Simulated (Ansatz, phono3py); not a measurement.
# KBr (Fm-3m): lattice thermal conductivity, part 2 of 3

Aim: the lattice thermal conductivity of KBr against temperature, and which phonons carry it.

What experiment has found for this phase:
- thermal conductivity 3.4 W/m/K near room temperature (given in “Combining the AFLOW GIBBS and Elastic Libraries to efficiently and robustly screen thermo-mechanical properties of solids”, 2017, arXiv:1611.05714)
- thermal conductivity 3.4 W/m/K near room temperature (given in “Predicting the lattice thermal conductivity of solids by solving the Boltzmann transport equation: AFLOW - AAPL an automated, accurate and efficient framework”, 2017, arXiv:1611.05481)

Ansatz 0.2.0; DFT LDA, scalar-relativistic, plane waves, PAW.

So far. Step 2 (A first coarse run): The start is under -1.6 GPa at this level and looks like an insulator or semiconductor on this mesh. The relaxed cell has a = 6.375 Å (conventional setting).

### Step 5. Relaxing to small residual forces and stress

The relaxation is repeated with tighter thresholds on force and stress, since phonons are sensitive to what is left; a change of mesh or smearing in the input moves the cell too.

The input, input.yaml:

```yaml
crystal:
  lattice:
    - [0.0, 3.1875607726, 3.1875607726]
    - [3.1875607726, 0.0, 3.1875607726]
    - [3.1875607726, 3.1875607726, 0.0]
  atoms:
    - { symbol: K, position: [0.0, 0.0, 0.0] }
    - { symbol: Br, position: [0.5, 0.5, 0.5] }
kpoints:
  mp_grid: { grid: [6, 6, 6] }
hamiltonian:
  xc: lda
scf:
  occupations: { method: fixed }
output:
  forces: true
  stress: true
  eigenvalues: true
  write_density: true
  write_potential: true
  elf: true
  volumetric_format: npy
relax:
  adjacent_minimum: "off"
  f_tol: 0.001
  max_steps: 60
  cell: { stress_tol: 0.01 }
```

On the command line:

```bash
$ ansatz run input.yaml --threads 4 --pin off --max-ram 16384MiB --backend cpu --events-out ev --progress --plain --runs-dir out
```

Numbers of over 12 decimals in the logs are rounded to 6 here.

What it wrote:

```text
[...]
Crystal: 2 atoms, lattice volume = 64.775 Å³
Basis set: ecut = 420 eV, 1243 PW (Γ)
Bands: 12, of which v1, the nominal top of the filled ones, is band 8 counted from 1 (7 counted from 0)
Symmetry: 48 space group operations
[...]
k-points: 16 of 216
[...]
SCF iter   1: F=—  HF=-4193.641155 eV  |F-HF|=—  |Δ(HF+E_count)|=         —  Δρ=4.97e-3  dr2=9.67e-3  ethr=1.77e-3  ⟨swp⟩=5.4  Hψ=1051  notcnv=0  defer=28
[...]
SCF iter   6: F=-4193.637932 eV  HF=-4193.637932 eV  |F-HF|=3.59e-9  |Δ(HF+E_count)|=   6.15e-9  Δρ=2.43e-6  dr2=4.67e-9  ethr=3.11e-10  ⟨swp⟩=9.2  Hψ=1669  notcnv=0
SCF 1 converged in 6 iterations: F = -4193.637932 eV  dr2 = 4.67e-9
[...]
relax step   1: F+E_penalty+E_count = -4193.63793232 eV  Δ(F+E_penalty+E_count) = +0.000e0 eV  max|allowed force component| = 2.971e-29 eV/Å  Δτ_max = 0.0000 Å  P = -0.033 GPa  Ω = 64.775 Å³  (6 SCF iters, dr2 threshold 1.00e-7 eV, accepted)
Crystal: 2 atoms, lattice volume = 64.711 Å³
[...]
SCF iter   4: F=-4193.637948 eV  HF=-4193.637948 eV  |F-HF|=7.09e-11  |Δ(HF+E_count)|=   1.13e-9  Δρ=5.32e-7  dr2=2.26e-10  ethr=1.73e-11  ⟨swp⟩=8.8  Hψ=1367  notcnv=0
SCF 2 converged in 4 iterations: F = -4193.637948 eV  dr2 = 2.26e-10
relax step   2: F+E_penalty+E_count = -4193.63794779 eV  Δ(F+E_penalty+E_count) = -1.547e-5 eV  max|allowed force component| = 2.275e-29 eV/Å  Δτ_max = 0.0000 Å  P = -0.014 GPa  Ω = 64.711 Å³  energy of the carried Pulay correction = +6.154e-6 eV  (4 SCF iters, dr2 threshold 2.77e-9 eV, accepted)
Crystal: 2 atoms, lattice volume = 64.667 Å³
[...]
SCF iter   4: F=-4193.637954 eV  HF=-4193.637954 eV  |F-HF|=3.00e-11  |Δ(HF+E_count)|=  4.50e-10  Δρ=3.66e-7  dr2=1.09e-10  ethr=2.88e-12  ⟨swp⟩=8.3  Hψ=1297  notcnv=0
SCF 3 converged in 4 iterations: F = -4193.637954 eV  dr2 = 1.09e-10
relax step   3: F+E_penalty+E_count = -4193.63795386 eV  Δ(F+E_penalty+E_count) = -6.070e-6 eV  max|allowed force component| = 1.985e-29 eV/Å  Δτ_max = 0.0000 Å  P = +0.000 GPa  Ω = 64.667 Å³  energy of the carried Pulay correction = +1.039e-5 eV  (4 SCF iters, dr2 threshold 4.60e-10 eV, accepted)
[...]
SCF iter   5: F=-4193.637942 eV  HF=-4193.637942 eV  |F-HF|=0.00e0  |Δ(HF+E_count)|=  1.82e-12  Δρ=5.16e-8  dr2=6.83e-13  ethr=1.00e-12  ⟨swp⟩=8.3  Hψ=1124  notcnv=0
SCF 4 converged in 5 iterations: F = -4193.637942 eV  dr2 = 6.83e-13
relax step   4: F+E_penalty+E_count = -4193.63794203 eV  Δ(F+E_penalty+E_count) = +1.183e-5 eV  max|allowed force component| = 2.445e-29 eV/Å  Δτ_max = 0.0000 Å  P = +0.000 GPa  Ω = 64.667 Å³  stress off target by 1.02e-4 GPa  SCF on the basis re-selected at this cell (its energy is not comparable with the rows above)  (5 SCF iters)
[...]
SCF converged after 5 iterations
Free energy (F): -4193.637942 eV
[...]
Internal energy: -4193.637942 eV  (E = F + TS)
E sigma→0 (E₀):  -4193.637942 eV
Fermi energy:    1.555280 eV
[...]
--- Stress (GPa, compression-positive) ---
        0.000102      -0.000000      -0.000000
       -0.000000       0.000102      -0.000000
       -0.000000      -0.000000       0.000102
  P = ⅓ Tr σ = 0.0001 GPa (0.001 kbar)
--- Band table (eV; the first three rows and the last of 16) ---
  k-point 0: bands = [... 4 lower, -9.3908, 1.5553, 1.5553, 1.5553, 5.8763, 8.9072, 8.9072, 8.9072]
  k-point 1: bands = [... 4 lower, -9.3131, 1.0823, 1.4327, 1.4327, 6.6261, 8.7742, 9.2696, 9.2696]
  k-point 2: bands = [... 4 lower, -9.1682, 0.3691, 1.2071, 1.2071, 7.7010, 9.2393, 10.2394, 10.2394]
  k-point 15: bands = [... 4 lower, -9.3215, 0.7099, 0.9491, 1.0157, 7.8303, 9.5977, 9.8132, 10.9456]
--- Relaxed structure (3 steps of the walk, 3 accepted, 1 SCFs on fresh bases) ---
[...]
cell:  # Å, volume = 64.6675 Å³
    - [0, 3.185801, 3.185801]
    - [3.185801, 0, 3.185801]
    - [3.185801, 3.185801, 0]
  atoms:
    - { symbol: K, position: [0, 0, 0] }
    - { symbol: Br, position: [0.500000, 0.500000, 0.500000] }
```

Wall time 1.2 s (4 threads of Arm Neoverse V1, shared host); peak memory 0.3 GiB; 3.9 s of CPU time.

Little changed from the start: no atom moved by 0.005 Å and no cell edge by 0.1 %.

Numbers from this step:

```yaml
pressure: 1.02e-4 GPa
gap_on_the_k_mesh: 4.321 eV
volume_per_atom: 32.33 Å³
```

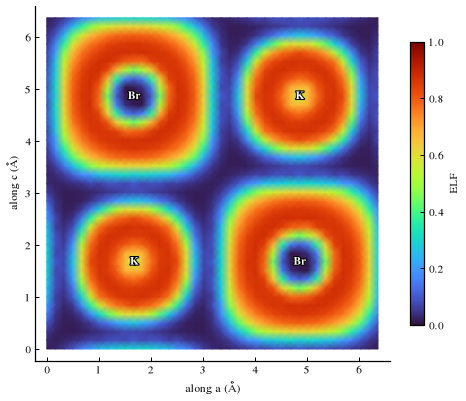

ELF in the ac plane of the conventional cell at fractional y = 0.000, with atoms of K and Br within 0.2 Å of it. It is the smooth field of the valence electrons, not physical close to the nuclei. The map starts off the cell's origin, so that atoms lie inside it.

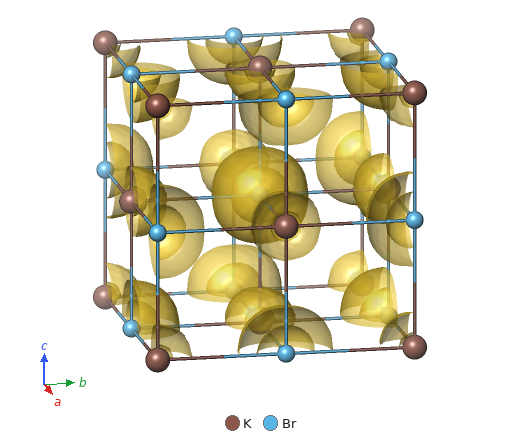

Surface of ELF = 0.8.

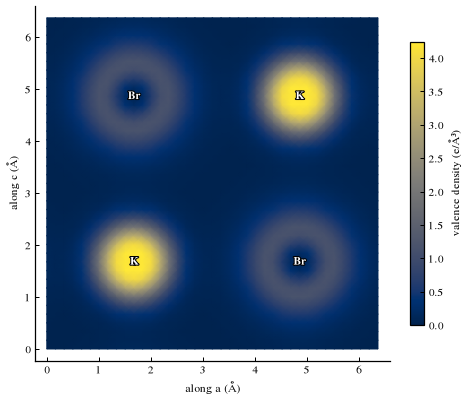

Valence density in the ac plane of the conventional cell at fractional y = 0.000, with atoms of K and Br within 0.2 Å of it. It is the smooth field of the valence electrons, not physical close to the nuclei. The map starts off the cell's origin, so that atoms lie inside it.

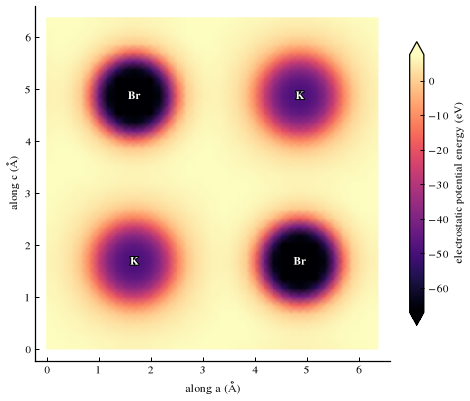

Electrostatic potential energy in the ac plane of the conventional cell at fractional y = 0.000, with atoms of K and Br within 0.2 Å of it. With pseudopotentials it is smooth inside the atoms' cores, unlike the true potential. The map starts off the cell's origin, so that atoms lie inside it.

The residual pressure is 1.0e-4 GPa, small enough for phonons.

### Step 6. A cheap rung, k-mesh 6×6×6, q-mesh of the transport sums 11×11×11

A small supercell and a short cutoff cost little, and show how far such settings carry.

The input, input.yaml:

```yaml
crystal:
  lattice:
    - [0.0, 3.1858005734, 3.1858005734]
    - [3.1858005734, 0.0, 3.1858005734]
    - [3.1858005734, 3.1858005734, 0.0]
  atoms:
    - { symbol: K, position: [0.0, 0.0, 0.0] }
    - { symbol: Br, position: [0.5, 0.5, 0.5] }
kpoints:
  mp_grid: { grid: [6, 6, 6] }
hamiltonian:
  xc: lda
scf:
  occupations: { method: fixed }
output:
  eigenvalues: true
phonons:
  method: fd
  dielectric: true
  supercell: [2, 2, 2]
  temperatures: { t_max: 1000, t_step: 50 }
  qpath:
    path:
      - [[0.0, 0.0, 0.0], [0.5, 0.0, 0.5], [0.625, 0.25, 0.625]]
      - [[0.375, 0.375, 0.75], [0.0, 0.0, 0.0], [0.5, 0.5, 0.5], [0.5, 0.25, 0.75], [0.5, 0.0, 0.5]]
    npoints: 10
  third_order: { supercell: [2, 2, 2], pair_cutoff: 3.336 }
  lattice_thermal_conductivity:
    qmesh: [11, 11, 11]
    temperatures: [100.0, 150.0, 200.0, 300.0, 400.0, 500.0]
    isotope_mass_variance:
      - { species: Br, variance: 0.0001563 }
      - { species: K, variance: 0.000164 }
```

What it wrote:

```text
Warning: phonons.dielectric: true without phonons.rigid_motions: the static dielectric tensor ε⁰ will be withheld (ε∞, Z* and the rows of modes are given); for a crystal or a slab, whose only rigid motions are the translations, set phonons.rigid_motions: translations
[...]
Crystal: 16 atoms, lattice volume = 517.340 Å³
Basis set: ecut = 420 eV, 10081 PW (Γ)
Bands: 80, of which v1, the nominal top of the filled ones, is band 64 counted from 1 (63 counted from 0)
Symmetry: 384 space group operations
k-points: 4 of 27
[...]
SCF iter   1: F=—  HF=-33549.103536 eV  |F-HF|=—  |Δ(HF+E_count)|=         —  Δρ=9.67e-9  dr2=4.68e-13  ethr=1.00e-12  ⟨swp⟩=3.0  Hψ=800  notcnv=0
[...]
SCF iter   2: F=-33549.103536 eV  HF=-33549.103536 eV  |F-HF|=0.00e0  |Δ(HF+E_count)|=  1.46e-11  Δρ=2.88e-9  dr2=3.05e-14  ethr=1.00e-12  ⟨swp⟩=2.5  Hψ=596  notcnv=0
SCF 1 converged in 2 iterations: F = -33549.103536 eV  dr2 = 3.05e-14
[...]
Crystal: 2 atoms, lattice volume = 64.667 Å³
Basis set: ecut = 420 eV, 1243 PW (Γ), exchange–correlation on 64×64×64 points (8 copies of the dense FFT grid, shifted against one another)
Bands: 12, of which v1, the nominal top of the filled ones, is band 8 counted from 1 (7 counted from 0)
Symmetry: 48 space group operations
k-points: 30 of 216 (irreducible under 8 space group operations, time reversal used)
[...]
SCF iter   3: F=-4193.637941 eV  HF=-4193.637941 eV  |F-HF|=1.18e-11  |Δ(HF+E_count)|=  6.37e-12  Δρ=3.96e-7  dr2=2.99e-11  ethr=1.00e-12  ⟨swp⟩=1.0  Hψ=840  notcnv=0
SCF 2 converged in 3 iterations: F = -4193.637941 eV  dr2 = 2.99e-11
[...]
NSCF: frozen V_eff on 2 k-points
DFPT response loops at Γ: preconditioner auto → none (the input reference at scf.mixing.eps_inf says where Resta's filter doesn't serve); β = 0.50; Broyden in place of MSR1
Symmetry: 8 space group operations
k-points: 6 of 27 (time reversal used)
[...]
SCF iter   6: F=-33549.103530 eV  HF=-33549.103530 eV  |F-HF|=2.18e-11  |Δ(HF+E_count)|=  4.37e-11  Δρ=2.64e-8  dr2=4.72e-12  ethr=1.00e-12  ⟨swp⟩=5.0  Hψ=2300  notcnv=0
SCF 3 converged in 6 iterations: F = -33549.103530 eV  dr2 = 4.72e-12
[...]
SCF iter   6: F=-33549.103530 eV  HF=-33549.103530 eV  |F-HF|=7.28e-12  |Δ(HF+E_count)|=  1.46e-11  Δρ=1.59e-8  dr2=1.89e-12  ethr=1.00e-12  ⟨swp⟩=5.2  Hψ=1996  notcnv=0
SCF 4 converged in 6 iterations: F = -33549.103530 eV  dr2 = 1.89e-12
[...]
Symmetry: 96 space group operations
k-points: 6 of 27
[...]
SCF iter   3: F=-33549.103536 eV  HF=-33549.103536 eV  |F-HF|=2.18e-11  |Δ(HF+E_count)|=  1.46e-11  Δρ=1.24e-7  dr2=3.20e-11  ethr=1.00e-12  ⟨swp⟩=1.2  Hψ=926  notcnv=0
SCF 5 converged in 3 iterations: F = -33549.103536 eV  dr2 = 3.20e-11
Symmetry: 6 space group operations
[...]
SCF iter   8: F=-33549.102572 eV  HF=-33549.102572 eV  |F-HF|=7.28e-12  |Δ(HF+E_count)|=  2.47e-10  Δρ=4.58e-8  dr2=2.18e-11  ethr=1.00e-12  ⟨swp⟩=4.0  Hψ=1367  notcnv=0
SCF 6 converged in 8 iterations: F = -33549.102572 eV  dr2 = 2.18e-11
Symmetry: 2 space group operations
k-points: 10 of 27 (time reversal used)
[...]
SCF iter   7: F=-33549.100490 eV  HF=-33549.100490 eV  |F-HF|=2.18e-11  |Δ(HF+E_count)|=  7.93e-10  Δρ=1.29e-7  dr2=8.68e-11  ethr=1.00e-12  ⟨swp⟩=4.0  Hψ=2665  notcnv=0
SCF 7 converged in 7 iterations: F = -33549.100490 eV  dr2 = 8.68e-11
[...]
SCF iter   7: F=-33549.102721 eV  HF=-33549.102721 eV  |F-HF|=3.93e-10  |Δ(HF+E_count)|=  4.51e-10  Δρ=2.09e-7  dr2=5.60e-10  ethr=1.00e-12  ⟨swp⟩=4.0  Hψ=2680  notcnv=0
SCF 8 converged in 7 iterations: F = -33549.102721 eV  dr2 = 5.60e-10
Symmetry: 1 space group operations
k-points: 14 of 27 (time reversal used)
[...]
SCF iter   6: F=-33549.101676 eV  HF=-33549.101676 eV  |F-HF|=1.31e-10  |Δ(HF+E_count)|=   1.03e-8  Δρ=3.51e-7  dr2=8.08e-10  ethr=1.00e-12  ⟨swp⟩=3.2  Hψ=4567  notcnv=0
SCF 9 converged in 6 iterations: F = -33549.101676 eV  dr2 = 8.08e-10
[...]
SCF 10 converged in 6 iterations: F = -33549.102025 eV  dr2 = 8.90e-10
[...]
SCF 11 converged in 7 iterations: F = -33549.101213 eV  dr2 = 2.85e-10
[...]
SCF 12 converged in 6 iterations: F = -33549.101631 eV  dr2 = 7.85e-10
[...]
SCF 13 converged in 7 iterations: F = -33549.102056 eV  dr2 = 4.76e-11
[...]
SCF 14 converged in 6 iterations: F = -33549.101676 eV  dr2 = 9.84e-10
[...]
SCF 15 converged in 6 iterations: F = -33549.101625 eV  dr2 = 8.54e-10
[...]
SCF 16 converged in 7 iterations: F = -33549.101309 eV  dr2 = 1.95e-10
[...]
SCF 17 converged in 6 iterations: F = -33549.102617 eV  dr2 = 2.93e-10
[...]
SCF iter   6: F=-33549.100631 eV  HF=-33549.100631 eV  |F-HF|=5.09e-11  |Δ(HF+E_count)|=   4.15e-9  Δρ=2.52e-7  dr2=5.28e-10  ethr=1.00e-12  ⟨swp⟩=4.7  Hψ=2726  notcnv=0
SCF 18 converged in 6 iterations: F = -33549.100631 eV  dr2 = 5.28e-10
[...]
SCF iter   6: F=-33549.102759 eV  HF=-33549.102759 eV  |F-HF|=4.37e-11  |Δ(HF+E_count)|=   3.00e-9  Δρ=2.47e-7  dr2=3.15e-10  ethr=1.00e-12  ⟨swp⟩=4.4  Hψ=2681  notcnv=0
SCF 19 converged in 6 iterations: F = -33549.102759 eV  dr2 = 3.15e-10
[...]
SCF iter   6: F=-33549.101676 eV  HF=-33549.101676 eV  |F-HF|=1.09e-10  |Δ(HF+E_count)|=   9.66e-9  Δρ=3.46e-7  dr2=8.05e-10  ethr=1.00e-12  ⟨swp⟩=3.6  Hψ=4779  notcnv=0
SCF 20 converged in 6 iterations: F = -33549.101676 eV  dr2 = 8.05e-10
[...]
SCF iter   6: F=-33549.102057 eV  HF=-33549.102057 eV  |F-HF|=3.06e-10  |Δ(HF+E_count)|=   8.54e-9  Δρ=3.46e-7  dr2=9.56e-10  ethr=1.00e-12  ⟨swp⟩=3.2  Hψ=3448  notcnv=0
SCF 21 converged in 6 iterations: F = -33549.102057 eV  dr2 = 9.56e-10
[...]
SCF iter   7: F=-33549.101310 eV  HF=-33549.101310 eV  |F-HF|=2.18e-11  |Δ(HF+E_count)|=  3.49e-10  Δρ=1.11e-7  dr2=8.99e-11  ethr=1.00e-12  ⟨swp⟩=4.0  Hψ=2654  notcnv=0
SCF 22 converged in 7 iterations: F = -33549.101310 eV  dr2 = 8.99e-11
[...]
SCF iter   6: F=-33549.101624 eV  HF=-33549.101624 eV  |F-HF|=9.46e-11  |Δ(HF+E_count)|=   1.02e-8  Δρ=3.18e-7  dr2=8.16e-10  ethr=1.00e-12  ⟨swp⟩=3.4  Hψ=4646  notcnv=0
SCF 23 converged in 6 iterations: F = -33549.101624 eV  dr2 = 8.16e-10
[...]
SCF iter   6: F=-33549.102025 eV  HF=-33549.102025 eV  |F-HF|=2.11e-10  |Δ(HF+E_count)|=   8.63e-9  Δρ=3.53e-7  dr2=9.09e-10  ethr=1.00e-12  ⟨swp⟩=3.5  Hψ=3412  notcnv=0
SCF 24 converged in 6 iterations: F = -33549.102025 eV  dr2 = 9.09e-10
[...]
SCF iter   6: F=-33549.101676 eV  HF=-33549.101676 eV  |F-HF|=1.53e-10  |Δ(HF+E_count)|=   8.91e-9  Δρ=3.35e-7  dr2=8.41e-10  ethr=1.00e-12  ⟨swp⟩=3.4  Hψ=4754  notcnv=0
SCF 25 converged in 6 iterations: F = -33549.101676 eV  dr2 = 8.41e-10
[...]
SCF iter   6: F=-33549.101632 eV  HF=-33549.101632 eV  |F-HF|=2.84e-10  |Δ(HF+E_count)|=   9.52e-9  Δρ=3.39e-7  dr2=9.47e-10  ethr=1.00e-12  ⟨swp⟩=3.7  Hψ=4721  notcnv=0
SCF 26 converged in 6 iterations: F = -33549.101632 eV  dr2 = 9.47e-10
[...]
SCF iter   6: F=-33549.101212 eV  HF=-33549.101212 eV  |F-HF|=1.16e-10  |Δ(HF+E_count)|=   9.09e-9  Δρ=3.20e-7  dr2=7.84e-10  ethr=1.00e-12  ⟨swp⟩=3.6  Hψ=3394  notcnv=0
SCF 27 converged in 6 iterations: F = -33549.101212 eV  dr2 = 7.84e-10
SCF converged after 2 iterations
Free energy (F): -33549.103536 eV
[...]
Internal energy: -33549.103536 eV  (E = F + TS)
E sigma→0 (E₀):  -33549.103536 eV
Fermi energy:    1.555280 eV
[...]
--- Band table (eV) ---
  k-point 0: bands = [... 60 lower, 1.2212, 1.5553, 1.5553, 1.5553, 5.8763, 6.9713, 6.9713, 6.9713, ... 12 higher]
  k-point 1: bands = [... 60 lower, 1.2071, 1.2071, 1.4327, 1.4327, 6.6261, 7.4681, 7.4681, 7.4681, ... 12 higher]
  k-point 2: bands = [... 60 lower, 1.2838, 1.2838, 1.4482, 1.4482, 6.7707, 7.3058, 7.8303, 7.8303, ... 12 higher]
  k-point 3: bands = [... 60 lower, 1.2617, 1.2922, 1.2922, 1.3109, 7.4831, 7.7045, 7.7045, 8.1000, ... 12 higher]
--- Phonons: 2 displaced members + reference (amplitude 0.0025 Å, Σ member SCF iterations 12) ---
  symmetry images taken by strict's conditions (phonons.symmetry_images: auto; settled by no image being taken that strict refuses); asymmetry of the core-correction force 8.9e-14 eV/Å at the most on a site, 6.3e-13 eV/Å summed over every site of the supercell
  ASR residual: 4.376e-4 → 0.000e0 eV/Å²; symmetrization residual: 4.536e-5 eV/Å²
  largest component of a force at the reference: 1.5e-28 eV/Å
  ASR residual per site (eV/Å²): 4.38e-4 1.59e-4
  Γ frequencies (cm⁻¹): 0.00 0.00 0.00 129.93 129.93 129.93
  Unit cell's response to a homogeneous field, on a k mesh of 6×6×6: 1 representative field direction (Σ response iterations 7)
  ε∞ (high-frequency dielectric tensor):
        2.758117    -0.000000    -0.000000
        0.000000     2.758117    -0.000000
       -0.000000     0.000000     2.758117
  ε⁰ (static dielectric tensor): not given — the deck does not say what the cell's rigid motions are, and on a molecule in a box or a wire the rigid rotations would enter the sum over the modes at Γ. For a crystal or a slab, whose only rigid motions are the translations, set phonons.rigid_motions: translations.
  Born effective charges Z* (e; rows j = field, columns β = displacement):
    site 0:
         1.10158    0.00000   -0.00000
        -0.00000    1.10158   -0.00000
        -0.00000   -0.00000    1.10158
    site 1:
        -1.10158   -0.00000    0.00000
         0.00000   -1.10158    0.00000
         0.00000    0.00000   -1.10158
  Z* charge neutrality: 3.484e-5 e pre-enforcement
  k-mesh period / interband length: 27.0 Å / 1.47 Å = 18.45 at k = (0.0000, 0.0000, 0.0000), direct gap 4.321 eV — 14 or more, which is no proof of convergence
  optical modes at Γ without the LO–TO term, one row a degenerate level:
      ω (cm⁻¹)  modes    IR ((D/Å)²/amu)
        129.93      3             3.1992
  optical modes at Γ + LO–TO along q̂ = [1.0000, 0.0000, 0.0000]:
      ω (cm⁻¹)  modes    IR ((D/Å)²/amu)
        129.93      2             2.1328
        172.15      1             1.0664
  optical modes at Γ + LO–TO along q̂ = [0.0000, 1.0000, 0.0000]:
      ω (cm⁻¹)  modes    IR ((D/Å)²/amu)
        129.93      2             2.1328
        172.15      1             1.0664
  optical modes at Γ + LO–TO along q̂ = [0.0000, 0.0000, 1.0000]:
      ω (cm⁻¹)  modes    IR ((D/Å)²/amu)
        129.93      2             2.1328
        172.15      1             1.0664
  density of states and harmonic sums: on the 18×18×18 q-mesh, interpolated from the force constants of a 2×2×2 supercell (with the dipole–dipole term)
  largest difference from the sums on the solved wave vectors: F 8.67e-2 eV, S 1.19e-4 and C_V 3.22e-5 eV/K
  zero-point energy: 0.036791 eV/cell   skipped modes (ω ≤ 0): 3   left out of the sums: 8.57e-5 of the cell's modes: C_V's classical limit lies that fraction below 3 k_B per atom; for a crystal, a wire or a layer, F and S can be off by more, and a phonons.interpolated_qmesh denser along its periods is the remedy for the sampling
--- Third-order force constants: 22 member SCFs in a 2×2×2 supercell (pair cutoff 3.336 Å, amplitude 0.03 Å, SCF threshold 1.00e-9 eV, Σ member SCF iterations 140) ---
[...]
38 force-constant blocks with the first atom in the home cell, fitted with 6 parameters over 4 symmetry orbits; no atom triplet left out
  sum-rule residual: 9.510e-2 → 1.110e-16 eV/Å³; symmetrization residual: 4.659e-3 eV/Å³; largest sum-rule correction relative to its orbit: 3.088e-2, on the orbit of the block of home site 0 with site 1 of cell (-1, -1, 0) and site 0 of cell (0, 0, 0), whose norm before the correction was 4.205e0 eV/Å³
--- Lattice thermal conductivity: 11×11×11 mesh (56 irreducible points), tetrahedron method ---
  three-phonon and isotope scattering only; four-phonon, boundary and, in a metal, phonon-electron scattering are left out
  each conductivity is what the modes' populations carry and what the coherences between them add
  conductivity (a third of the tensor's trace), W/(m K), in the relaxation-time approximation and from the full solution:
       T (K)   relaxation time   full solution  iterations             ending  least Ritz value
      100.00           15.0783         15.0877           8          converged          6.606e-1
      150.00            9.7109          9.7240           8          converged          6.519e-1
      200.00            7.2180          7.2313           8          converged          6.479e-1
      300.00            4.8078          4.8194           8          converged          6.440e-1
      400.00            3.6249          3.6347           8          converged          6.422e-1
      500.00            2.9211          2.9295           8          converged          6.411e-1
```

The job ended after 3.4 min (4 threads; peak memory 1.3 GiB).

This step gave:

```yaml
gamma_frequencies: 0, 0, 0, 129.9, 129.9, 129.9 cm⁻¹ (negative: imaginary)
lowest_frequency_on_the_path: 0 cm⁻¹
zero_point_energy: 0.03679 eV/cell
point_group: m-3m
highest_frequency: 172.1 cm⁻¹
debye_temperature_from_the_second_moment: 197 K
kappa_at_300_k_relaxation_time: 4.808 W/m/K
kappa_at_300_k_full_solution: 4.819 W/m/K
dipole_term: run
mean_free_path_at_half_of_kappa: 17.2 nm
share_of_kappa_above_the_three_lowest_branches: 0.059
third_order_blocks: 38
periodic_aliases_dropped: 0
largest_relative_sum_rule_correction: 0.03088
displaced_cells_third_order: 22
```

[end of part 2 of 3]

[Logs are printed without paths, hosts, clocks, repeated set-up lines and the standing remarks that a program may print on its own settings, such as how far it seeks lower states.]

[Hosts, paths, dates, database ids (printed as entryN), source tags and the programs' standing remarks are cut or masked in the printed files.]

[A step with changed settings may run another functional than the one named; its input shows which.]
